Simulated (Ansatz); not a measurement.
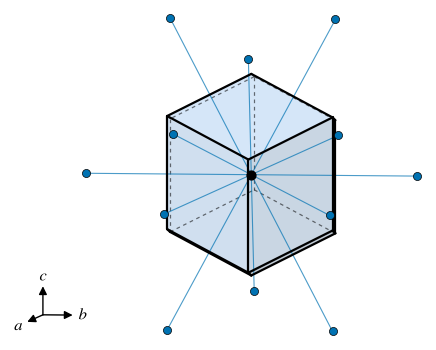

Crystal: Ga₂O₃, the end point of a relaxation with DFT, PBE, plane waves, PAW (Ansatz); the starting structure was generated, so it need not be a known form of this composition. The Wigner–Seitz cell of the crystal's lattice, with lines to the lattice points that define its faces. All values are computed from the atomic coordinates in the standard setting (tolerance 0.002 Å).

a = 5.058 Å, b = 5.058 Å, c = 13.623 Å, α = 90.00°, β = 90.00°, γ = 120.00°; space group No. 167, R-3c, hexagonal axes.

> What is the cell's combinatorial type?

A rhombic dodecahedron: 12 faces (12 with 4 edges), 24 edges, 14 vertices. Its volume is that of the primitive cell, 100.6 Å³.

> Which lattice vectors do the faces bisect?

| example | length (Å) | faces | edges of each | area (Å²) |
| --- | --- | --- | --- | --- |
| a | 5.06 | 6 | 4 | 10.5 |
| 2/3 a + 1/3 b + 1/3 c | 5.40 | 6 | 4 | 8.8 |
